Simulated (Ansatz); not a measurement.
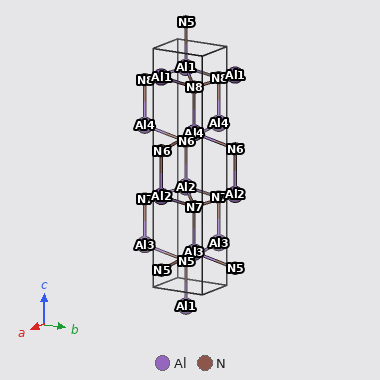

The system is AlN (P6_3mc, No. 186; 8 atoms in the cell); the picture shows the reference structure. Rigid slide and opening across a plane, one cut a cell; the plane is (0 0 1) of the conventional cell, and the faces at the cut hold Al and N. Coordinates scanned: (1) slide along 0 a1 + a2 (3.089 Å); (2) opening across the cut. Nothing is relaxed (rigid halves). The grid has 12 × 7 points; 49 points were computed and 35 follow by symmetry. Points are written as (first, second). All energies are given in mJ/m² relative to the lowest grid point. The band gap closes in part of the range. Computed with DFT LDA, scalar-relativistic, plane waves, PAW in Ansatz. Settings: cutoff 520 eV, k-mesh 8×8×3 in the order of the run's cell vectors, gaussian smearing 0.05 eV, no spin polarisation.

Its coordinates:

```xyz
8
Lattice="-3.0886 0.0000 0.0000 -1.5443 -2.6748 0.0000 0.0000 0.0000 9.8872" Properties=species:S:1:pos:R:3 pbc="T T T"
Al   -1.5443   -0.8916    8.9430
Al   -1.5443   -0.8916    3.9995
Al   -3.0886   -1.7832    1.5277
Al   -3.0886   -1.7832    6.4713
N    -1.5443   -0.8916    0.9441
N    -1.5443   -0.8916    5.8877
N    -3.0886   -1.7832    3.4159
N    -3.0886   -1.7832    8.3595
```

The input of one point:

```yaml
crystal:
  lattice:
    - [-3.0886152975, 0.0, 0.0]
    - [-1.5443076488, -2.6748193102, 0.0]
    - [0.0, 0.0, 9.8871685333]
  atoms:
    - { symbol: Al, position: [0.3333333333, 0.3333333333, 0.0007605086] }
    - { symbol: Al, position: [0.3333333333, 0.3333333333, 0.5007605086] }
    - { symbol: Al, position: [0.6666666667, 0.6666666667, 0.2507605086] }
    - { symbol: Al, position: [0.6666666667, 0.6666666667, 0.7507605086] }
    - { symbol: "N", position: [0.3333333333, 0.3333333333, 0.1917394914] }
    - { symbol: "N", position: [0.3333333333, 0.3333333333, 0.6917394914] }
    - { symbol: "N", position: [0.6666666667, 0.6666666667, 0.4417394914] }
    - { symbol: "N", position: [0.6666666667, 0.6666666667, 0.9417394914] }
basis:
  ecutwfc: 520.0
kpoints:
  mp_grid: { grid: [8, 8, 3] }
hamiltonian:
  xc: lda
  pseudopotentials: { kind: paw, azcp: { folder: soft_1 } }
scf:
  occupations: { method: gaussian, width: 0.05 }
output:
  forces: true
  stress: true
  eigenvalues: true
```

Range: slide along 0 a1 + a2 (3.089 Å) from 0.000 to 0.917; opening across the cut from −0.3 to 3.2 Å.

### What landscape does the calculation give?

The lowest grid point is at (0.000, 0.0 Å). It is the only kind of minimum in the scanned range. The highest grid point, (0.500, 3.2 Å), lies 7965 mJ/m² above the lowest. On the interpolated surface the easiest way out of the lowest well to its copy in the next cell or period passes a barrier of about 2700 mJ/m². Round the minimum the two coordinates are nearly uncoupled.

```csv
"second ↓, first →",0/12,1/12,2/12,3/12,4/12,5/12,6/12,7/12,8/12,9/12,10/12,11/12
3.2,7960,7961,7962,7963,7964,7965,7965,7965,7964,7963,7962,7961
2.0,7024,7033,7058,7094,7131,7159,7170,7159,7131,7094,7058,7033
1.2,4860,4897,4997,5140,5290,5406,5450,5406,5290,5140,4997,4897
0.7,2705,2780,2992,3290,3602,3841,3932,3841,3602,3290,2992,2780
0.3,800,929,1289,1802,2342,2757,2913,2757,2342,1802,1289,929
0.0,0,152,598,1272,2020,2614,2841,2614,2020,1272,598,152
−0.3,2045,2024,2114,2553,3305,4030,4330,4030,3305,2553,2114,2024
```

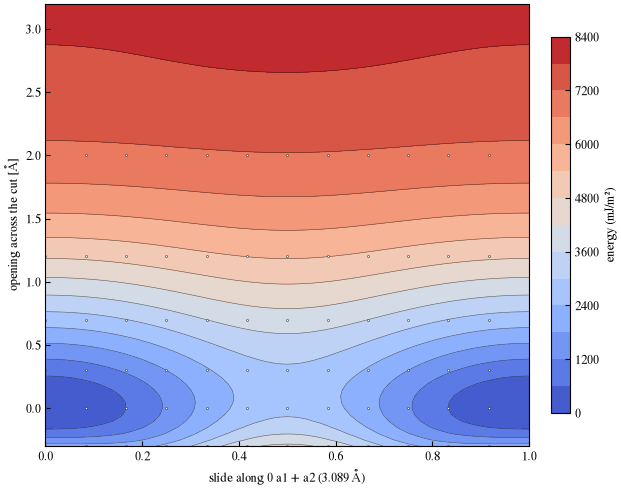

Drawn: filled contours, dots at the grid points. Between grid points the surface is interpolated.

The whole map (49 points run) took 20 min on 2 threads of Arm Neoverse N1 (shared host).
